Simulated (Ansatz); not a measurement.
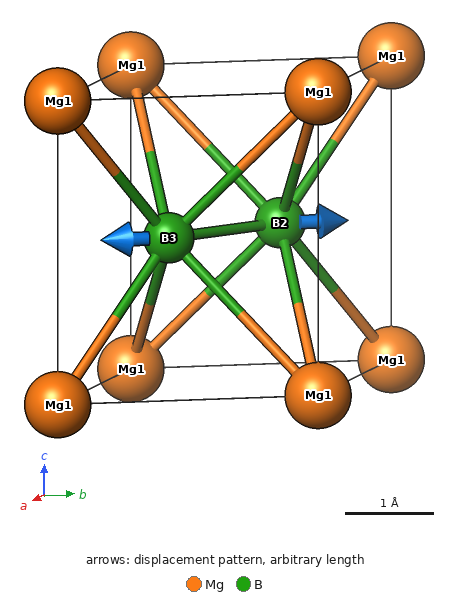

Normal modes of solid MgB$_{2}$, space group P6/mmm (No. 191), at the zone centre. The optical levels lie at 340 (×2), 408, 607 (×2), 691 cm⁻¹. One mode is drawn. The blue arrows give the relative displacements of the atoms. A ball-and-stick model of the cell of the calculation, seen slightly off an axis.

Computed with Ansatz, DFT PBEsol, scalar-relativistic, plane waves, PAW. Set-up: plane-wave cutoff 420 eV; k-point mesh 15 × 15 × 12; occupations fermi dirac; smearing width 0.15 eV; no spin polarisation.

The frequencies depend somewhat on the k-mesh and the smearing.

Question: Which of these frequencies is the drawn mode's?

Answer: The level at 607 cm⁻¹. This is the E₂g mode (doubly degenerate; one member of the set is drawn), optical level 3 of 4, counted from below, Raman-active by symmetry. The Mg atoms stay at rest; all motion is along b; atoms of one kind move against one another, with no net shift of their sublattice; it stretches the shortest B–B bonds (1.77 Å).
